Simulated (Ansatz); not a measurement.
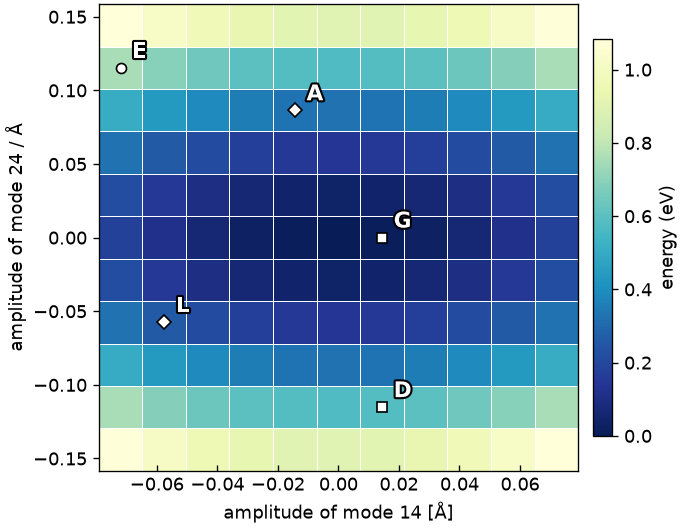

MgO (Pm-3n, No. 223; 12 atoms in the cell). The energy is mapped over two normal modes frozen in (zone-centre modes of the 12-atom cell of this scan). The first coordinate is: amplitude of mode 14 (373 cm⁻¹), largest displacement; the second: amplitude of mode 24 (512 cm⁻¹), largest displacement. Nothing is relaxed (the cell and all other modes fixed). The scan uses an 11 × 11 grid; 61 points were computed and 60 follow by symmetry. Points are written as (first, second). Energies are in eV per cell, from the lowest grid point. The calculation used Ansatz 0.2.0, DFT LDA, scalar-relativistic, plane waves, PAW. Settings: cutoff 520 eV, k-mesh 4×4×4, gaussian smearing 0.05 eV, no spin polarisation.

In the figure: one coloured cell a grid point, lettered points.

Q: Is A the lowest point of the computed grid?

A: No. A lies 0.33 eV above the lowest grid point, which is at (0.000 Å, 0.000 Å).

Q: What kind of point is each of A, D, L: minimum, saddle, maximum or slope?

A: A: on a slope; D: on a slope; L: on a slope. (In these two coordinates alone; a stationary point may lie a little off the grid point.)

Q: Rank the lettered points by energy, lowest first.

A: G (0.007 eV), L (0.26 eV), A (0.33 eV), D (0.58 eV), E (0.76 eV).

PAW datasets: the set soft_1.
